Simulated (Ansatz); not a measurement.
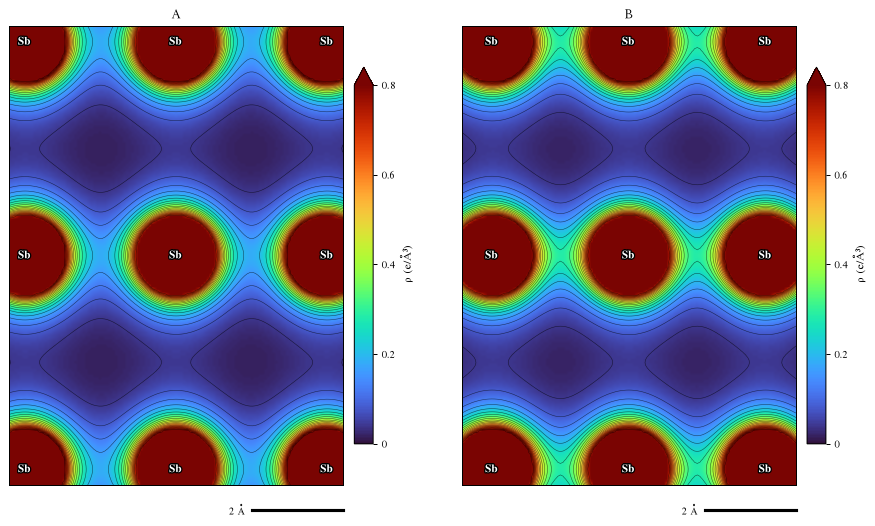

Sb. The valence charge density (pseudo) of two cells that differ in size and shape, on the (11̄0) plane of each (indices in the axes of the calculation cell), at one length scale and on one colour scale; one has 33.0 and the other 36.5 Å³ an atom.

Computed without spin polarisation.

Level of theory: Ansatz, DFT PBEsol, scalar-relativistic, plane waves, PAW.

Core electrons are frozen (PAW), and the valence fields are smoothed inside the atomic spheres.

Q: Which is the denser cell? Describe the effect of the change.

A: Panel B is the smaller cell, by 10 % in volume. From the larger cell to the smaller, Sb–Sb goes from 3.32 to 3.00 Å, and the density at its midpoint from 0.18 to 0.29 e/Å³; the pressure goes from −9 to −6 GPa.
